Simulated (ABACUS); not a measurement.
```yaml
crystal:
  lattice:
    - [4.06000, 0.00000, 0.00000]
    - [0.00000, 4.06000, 0.00000]
    - [0.00000, 0.00000, 4.06000]
  atoms:
    - { symbol: Ti, position: [0.00000, 0.00000, 0.00000] }
    - { symbol: Ti, position: [0.50000, 0.50000, 0.00000] }
    - { symbol: Ti, position: [0.50000, 0.00000, 0.50000] }
    - { symbol: Ti, position: [0.00000, 0.50000, 0.50000] }
```

Space group Fm-3m; computed pressure about 5 GPa in this cell.

Computed with Kohn-Sham DFT of a periodic cell, PBE, PseudoDojo NC SR 0.4.1 PBE standard (ABACUS 3.10.1).

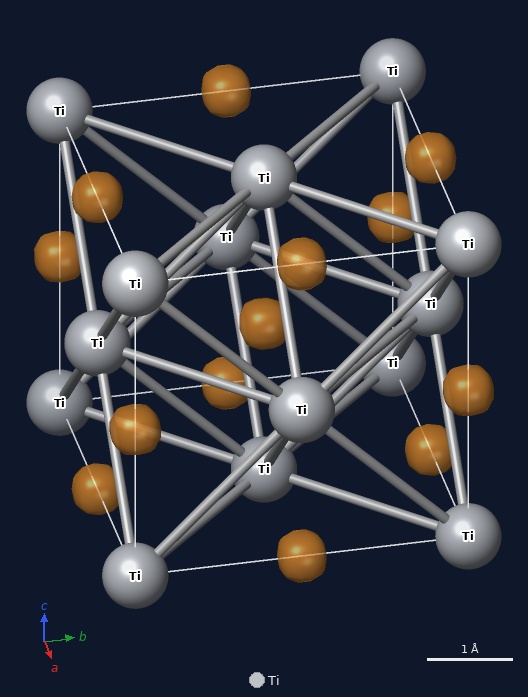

Ti. Isosurface of the ELF at 0.7 (orange), seen at an oblique angle. Core shells and regions of very low density are left out. Sticks mark near contacts.

Core electrons are replaced by pseudopotentials, and the valence fields are smoothed inside the atomic spheres.

### Where are the electrons localised?

The ELF exceeds this value in four pockets between the atoms, centred on no nucleus (multi-centre or interstitial), counted in one cell of 4 atoms. Any copies at cell faces, edges or corners count once. There are no localised bonds or lone pairs at this value. Along the contacts the grid gives the following. Ti–Ti (2.87 Å): the ELF is about 0.20 at the midpoint; no localised pair shows between them.
